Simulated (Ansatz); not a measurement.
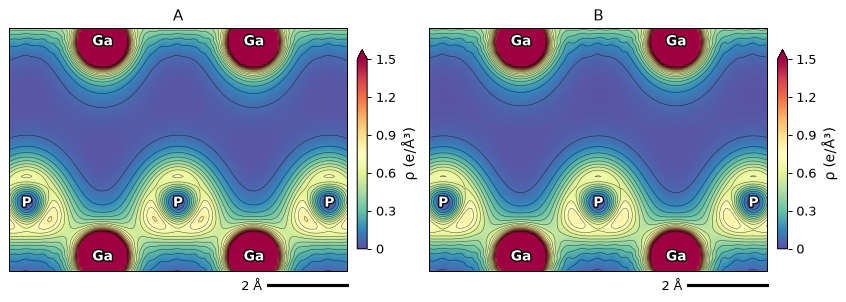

GaP. The valence electron density of two cells that differ in size and shape, on the (101̄) plane of each (indices in the axes of the calculation cell), at one length scale and on one colour scale: B has 21.1 Å³ an atom and A 20.0.

All numbers below come from DFT, r2SCAN with spin-orbit coupling, plane waves, PAW (Ansatz 0.2.0).

In a PAW calculation such maps are meaningful between the atoms, not at the nuclei.

Q: What changes from the larger cell to the smaller?

A: From the larger cell to the smaller, Ga–P goes from 2.39 to 2.35 Å, and the density at its midpoint from 0.53 to 0.57 e/Å³; the pressure goes from −3.2 to 0.9 GPa.
